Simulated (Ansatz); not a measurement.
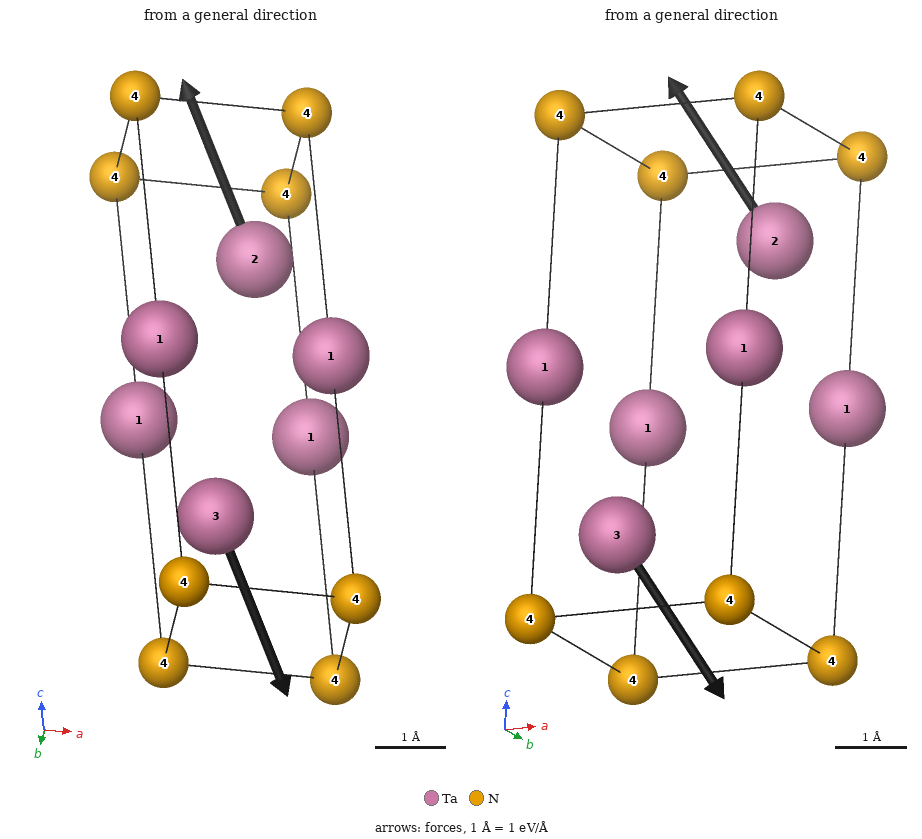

A spheres-only rendering, viewed from two general directions. The frame is the cell (the run's own, in a reduced setting); atoms at its boundary are shown with their periodic copies. The arrows are the computed forces on the atoms.

System: Ta₃N. Electronic-structure method: Ansatz, DFT PBE, scalar-relativistic, plane waves, PAW. Parameters: a cutoff energy of 420 eV, k-points about 0.17 Å⁻¹ apart, Gaussian smearing of 0.1 eV, no spin polarisation.

Question: Is this an equilibrium geometry?

Answer: No. The atoms still feel forces of up to about 2.3 eV/Å, far above a usual threshold of 0.01 to 0.03 eV/Å.

Question: Where is the maximum force, and how large is it?

Answer: Ta2 and Ta3, about 2.3 eV/Å.

Starting structure: a structure listed in the Materials Project. The cell was then strained or its atoms displaced on purpose. Ansatz was used for an electronic-structure calculation on it.
